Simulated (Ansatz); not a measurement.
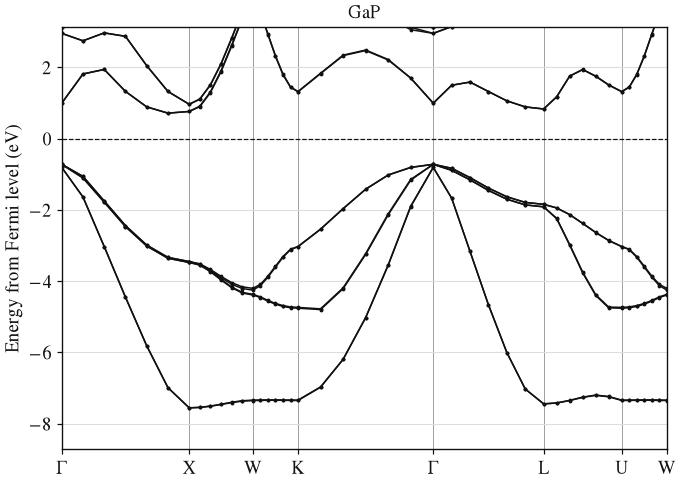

Band structure. Energies are counted from the Fermi level. The path runs straight from each named point to the next. The path has few k points, so lines between them are rough.

Q: Which Bravais lattice do the labels of the path belong to?

A: A face-centred cubic lattice: the path Γ–X–W–K–Γ–L–U–W runs through the special points of its Brillouin zone.

Input of the run:

```yaml
crystal:
  lattice:
    - [0.0, 2.72525, 2.72525]
    - [2.72525, 0.0, 2.72525]
    - [2.72525, 2.72525, 0.0]
  atoms:
    - { symbol: Ga, position: [0.0, 0.0, 0.0] }
    - { symbol: P, position: [0.75, 0.75, 0.75] }
kpoints:
  mp_grid: { grid: [6, 6, 6] }
  band_path:
    path:
      - [0.0, 0.0, 0.0]
      - [0.5, 0.0, 0.5]
      - [0.5, 0.25, 0.75]
      - [0.375, 0.375, 0.75]
      - [0.0, 0.0, 0.0]
      - [0.5, 0.5, 0.5]
      - [0.625, 0.25, 0.625]
      - [0.5, 0.25, 0.75]
    npoints: 6
scf:
  occupations: { method: fermi_dirac, width: 0.05 }
hamiltonian:
  xc: pbesol
  pseudopotentials: { kind: all_electron, lapw: { basis_error: 0.001 } }
magnetization:
  noncollinear: true
  spin_orbit: true
output:
  forces: true
  stress: true
  eigenvalues: true
```

System: zincblende GaP, space group F-43m, 2 atoms in the primitive cell.

Computed with Ansatz 0.2.0: PBEsol, all-electron LAPW, relativistic spinors, spin-orbit coupling, no magnetisation, 6×6×6 k mesh, Fermi-Dirac smearing of 0.05 eV.

Q: Read off the fundamental gap and say whether it is direct.

A: The material is gapped. The gap along this path is 1.44 eV and indirect, from the valence-band top at Γ to the conduction-band bottom between Γ and X; the smallest direct gap is 1.72 eV, at Γ. At X the lowest conduction band lies only 0.05 eV higher.

Q: What are the direct gaps at U, K and Γ?

A: The direct gaps are 4.34 eV at U, 4.34 eV at K and 1.72 eV at Γ.

Q: How far under the valence-band top at Γ does the next level lie, and what are the degeneracies?

A: The valence-band top at Γ is fourfold; a twofold level follows 0.09 eV lower.

Measured GaP has its conduction bottom near X; the order of its valleys hangs on the functional and the volume. LDA, GGA and most meta-GGA functionals understate gaps.
